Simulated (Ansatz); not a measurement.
**BAs: one change and its effect**

System: BAs (F-43m, 2 atoms in the cell).
Method of the first run: DFT, PBEsol, plane waves, PAW, no spin polarisation (Ansatz 0.2.0).

The structure was built on a prototype by a generator. The geometry comes from this level: r2SCAN. Text and figures count atoms from 1; the logs count them from 0 in places.

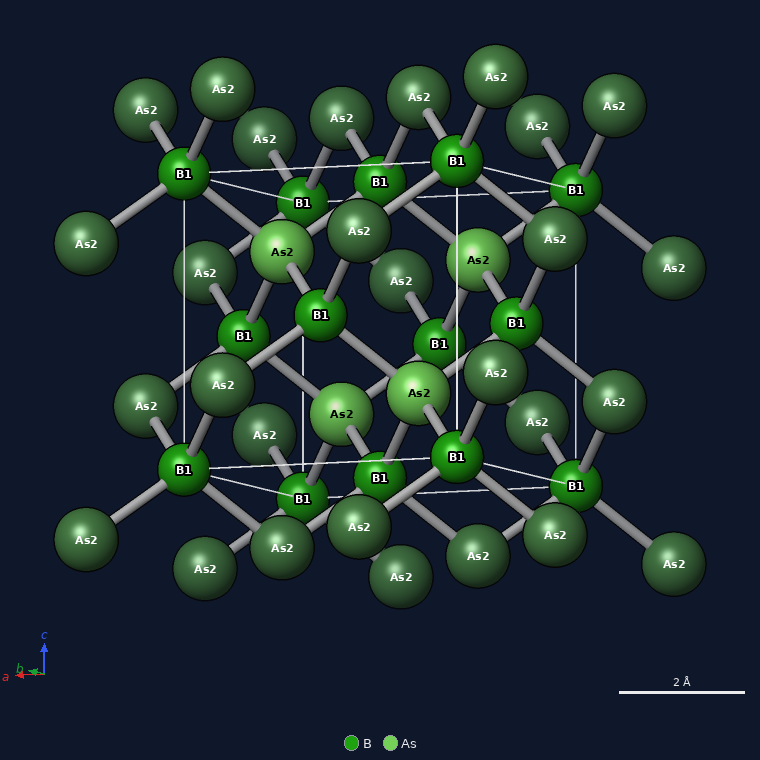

Figure 1. The structure (ball-and-stick view of the cell 4 times as large as that of the calculation, set on its symmetry axes, seen at an oblique angle; neighbours outside the cell are drawn fainter; atoms are numbered from 1 in the order of the input). Near neighbours in the crystal (not all of them lie inside the picture): B has 4 As at 2.07 Å; As has 4 B at 2.07 Å.

Input file, the first run:
```yaml
crystal:
  lattice:
    - [0.0, 2.3918676038, 2.3918676038]
    - [2.3918676038, 0.0, 2.3918676038]
    - [2.3918676038, 2.3918676038, 0.0]
  atoms:
    - { symbol: B, position: [0.0, 0.0, 0.0] }
    - { symbol: As, position: [0.25, 0.25, 0.25] }
kpoints:
  mp_grid: { grid: [6, 6, 6] }
hamiltonian:
  xc: pbesol
scf:
  occupations: { method: fixed }
  n_extra_bands: 4
output:
  forces: true
  stress: true
  eigenvalues: true
```

Command:
```bash
ansatz run input.yaml --threads 4 --pin off --max-ram 3686MiB --backend cpu --events-out ev --progress --plain --runs-dir out
```

Hardware: 4 threads of Arm Neoverse N1, 98 GiB of memory available, shared host.

Output, shortened to warnings, some set-up lines, iterations and results (the first run):
```
Basis set: ecut = 420 eV, 531 PW (Γ), exchange–correlation on 48×48×48 points (8 copies of the dense FFT grid, shifted against one another)
Symmetry: 24 space group operations
k-points: 16 of 216 (time reversal used)
Initial density: superposition of atomic densities (neutral atoms: chi_scale 0, normalization atom), corrected by the library's trained network
[...]
SCF iter   1: F=—  HF=-4965.749258 eV  |F-HF|=—  |Δ(HF+E_count)|=         —  Δρ=4.52e-3  dr2=7.72e-3  ethr=1.77e-3  ⟨swp⟩=4.4  Hψ=1030  notcnv=0  defer=21
SCF iter   2: F=—  HF=-4965.746761 eV  |F-HF|=—  |Δ(HF+E_count)|=   2.50e-3  Δρ=9.65e-4  dr2=3.12e-4  ethr=4.29e-5  ⟨swp⟩=2.1  Hψ=390  notcnv=0  defer=28
SCF iter   3: F=—  HF=-4965.746660 eV  |F-HF|=—  |Δ(HF+E_count)|=   1.01e-4  Δρ=3.54e-4  dr2=2.41e-5  ethr=1.74e-6  ⟨swp⟩=2.0  Hψ=388  notcnv=0  defer=28
SCF iter   4: F=—  HF=-4965.746672 eV  |F-HF|=—  |Δ(HF+E_count)|=   1.22e-5  Δρ=1.52e-4  dr2=3.23e-6  ethr=1.34e-7  ⟨swp⟩=1.8  Hψ=250  notcnv=0  defer=1
SCF iter   5: F=-4965.746676 eV  HF=-4965.746676 eV  |F-HF|=7.51e-8  |Δ(HF+E_count)|=   3.65e-6  Δρ=2.02e-5  dr2=4.59e-8  ethr=1.80e-8  ⟨swp⟩=2.1  Hψ=269  notcnv=0
SCF iter   6: F=-4965.746676 eV  HF=-4965.746676 eV  |F-HF|=2.33e-10  |Δ(HF+E_count)|=   8.11e-8  Δρ=1.02e-6  dr2=1.31e-10  ethr=2.55e-10  ⟨swp⟩=4.0  Hψ=977  notcnv=0
SCF 1 converged in 6 iterations: F = -4965.746676 eV  dr2 = 1.31e-10
SCF converged after 6 iterations
Free energy (F): -4965.746676 eV
Harris-Foulkes:  -4965.746676 eV  (|F-HF|=2.33e-10)
Internal energy: -4965.746676 eV  (E = F + TS)
E sigma→0 (E₀):  -4965.746676 eV
Fermi energy:    10.973604 eV
--- Per-component energies (eV) ---
  E_band       = -213.066123
  E_kinetic    = 151.755898
  E_local      = -1700.230955  (includes V_loc(G=0)·N_el)
  E_nonlocal   = -655.540003
  E_hartree    = 941.260951
  E_xc         = -110.601453
  E_vxc        = -117.384191  (∫ρ·V_xc dr)
  E_paw        = -1870.027049  (= ΣΔE_a)
  E_vpaw       = 225.811262  (= ΣTr[D̂ρ^β])
  E_aug_tail   = 0.000006  (compensation charges beyond the density's cutoff)
  E_ewald      = -1723.345211
  E_core_change = 0.981140  (= ΣΔE_core)
  E_smearing   = -0.000000  (= −TS)
  E_closure    = -0.000000  (closes the sum)
  Σ components = -4965.746676   (vs F -4965.746676, Δ=0.00e0)
--- Forces (eV/Å), atoms counted from 1 ---
  atom   1  B      0.00000000    -0.00000000    -0.00000000
  atom   2  As     0.00000000    -0.00000000     0.00000000
  max |Σ_I F_I| component: 5.95e-16 eV/Å
--- Stress (GPa, compression-positive) ---
       -1.335192      -0.000000      -0.000000
       -0.000000      -1.335192       0.000000
        0.000000       0.000000      -1.335192
  P = ⅓ Tr σ = -1.3352 GPa (-13.352 kbar)
```

The input of the second run differs as follows (lines with − go, lines with + come):
```diff
+  mixing: { beta: 0.05 }
+  max_iter: 54
```

How does the second run compare with the first run?

Both reach the same energy, so the change doesn't alter the result. The SCF takes 7 iterations against 6.

Output, shortened to warnings, some set-up lines, iterations and results (the second run):
```
Basis set: ecut = 420 eV, 531 PW (Γ), exchange–correlation on 48×48×48 points (8 copies of the dense FFT grid, shifted against one another)
Symmetry: 24 space group operations
k-points: 16 of 216 (time reversal used)
Initial density: superposition of atomic densities (neutral atoms: chi_scale 0, normalization atom), corrected by the library's trained network
[...]
SCF iter   1: F=—  HF=-4965.749258 eV  |F-HF|=—  |Δ(HF+E_count)|=         —  Δρ=4.52e-3  dr2=7.72e-3  ethr=1.77e-3  ⟨swp⟩=4.4  Hψ=1030  notcnv=0  defer=21
SCF iter   2: F=—  HF=-4965.748561 eV  |F-HF|=—  |Δ(HF+E_count)|=   6.97e-4  Δρ=3.92e-3  dr2=5.69e-3  ethr=4.29e-5  ⟨swp⟩=1.1  Hψ=338  notcnv=0  defer=9
SCF iter   3: F=—  HF=-4965.746767 eV  |F-HF|=—  |Δ(HF+E_count)|=   1.79e-3  Δρ=1.18e-3  dr2=5.02e-4  ethr=3.16e-5  ⟨swp⟩=2.7  Hψ=327  notcnv=0  defer=28
SCF iter   4: F=—  HF=-4965.746665 eV  |F-HF|=—  |Δ(HF+E_count)|=   1.02e-4  Δρ=4.15e-4  dr2=3.35e-5  ethr=2.79e-6  ⟨swp⟩=2.1  Hψ=293  notcnv=0  defer=28
SCF iter   5: F=—  HF=-4965.746678 eV  |F-HF|=—  |Δ(HF+E_count)|=   1.35e-5  Δρ=1.04e-4  dr2=3.94e-6  ethr=1.86e-7  ⟨swp⟩=2.0  Hψ=356  notcnv=0  defer=3
SCF iter   6: F=—  HF=-4965.746676 eV  |F-HF|=—  |Δ(HF+E_count)|=   2.15e-6  Δρ=5.15e-5  dr2=9.36e-7  ethr=2.19e-8  ⟨swp⟩=2.7  Hψ=348  notcnv=0  defer=1
SCF iter   7: F=-4965.746676 eV  HF=-4965.746676 eV  |F-HF|=1.09e-8  |Δ(HF+E_count)|=   5.80e-7  Δρ=7.73e-6  dr2=1.00e-8  ethr=5.56e-10  ⟨swp⟩=4.4  Hψ=1064  notcnv=0
SCF 1 converged in 7 iterations: F = -4965.746676 eV  dr2 = 1.00e-8
SCF converged after 7 iterations
Free energy (F): -4965.746676 eV
Harris-Foulkes:  -4965.746676 eV  (|F-HF|=1.09e-8)
Internal energy: -4965.746676 eV  (E = F + TS)
E sigma→0 (E₀):  -4965.746676 eV
Fermi energy:    10.973564 eV
--- Per-component energies (eV) ---
  E_band       = -213.063922
  E_kinetic    = 151.756109
  E_local      = -1700.229804  (includes V_loc(G=0)·N_el)
  E_nonlocal   = -655.538362
  E_hartree    = 941.259558
  E_xc         = -110.601434
  E_vxc        = -117.384178  (∫ρ·V_xc dr)
  E_paw        = -1870.028678  (= ΣΔE_a)
  E_vpaw       = 225.809897  (= ΣTr[D̂ρ^β])
  E_aug_tail   = 0.000006  (compensation charges beyond the density's cutoff)
  E_ewald      = -1723.345211
  E_core_change = 0.981140  (= ΣΔE_core)
  E_smearing   = -0.000000  (= −TS)
  E_closure    = 0.000000  (closes the sum)
  Σ components = -4965.746676   (vs F -4965.746676, Δ=0.00e0)
--- Forces (eV/Å), atoms counted from 1 ---
  atom   1  B      0.00000000     0.00000000     0.00000000
  atom   2  As     0.00000000    -0.00000000     0.00000000
  max |Σ_I F_I| component: 5.57e-16 eV/Å
--- Stress (GPa, compression-positive) ---
       -1.335644       0.000000      -0.000000
        0.000000      -1.335644       0.000000
        0.000000       0.000000      -1.335644
  P = ⅓ Tr σ = -1.3356 GPa (-13.356 kbar)
```

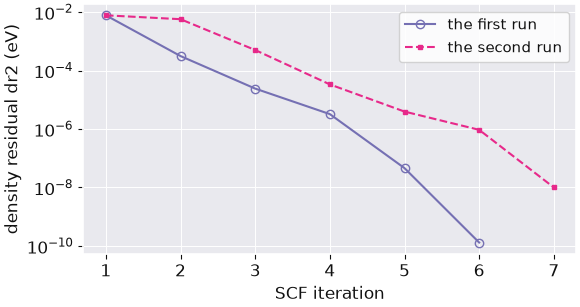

Figure 2. Convergence of the two runs: density residual dr2 against the SCF iteration. The first run takes 6 iterations in all, and the second run takes 7.

The two runs side by side:

| quantity | the first run | the second run |
| --- | --- | --- |
| outcome | converged | converged |
| free energy per atom (eV) | −2482.8733 | −2482.8733 |
| gap on the mesh (eV) | 1.19 | 1.19 |
| pressure (GPa) | −1.34 | −1.34 |
| largest force (eV/Å) | 0.000 | 0.000 |
| SCF iterations | 6 | 7 |
| irreducible k-points | 16 | 16 |
| plane waves at Γ | 531 | 531 |
| wall time (shared host) | 0.72 s | 0.74 s |
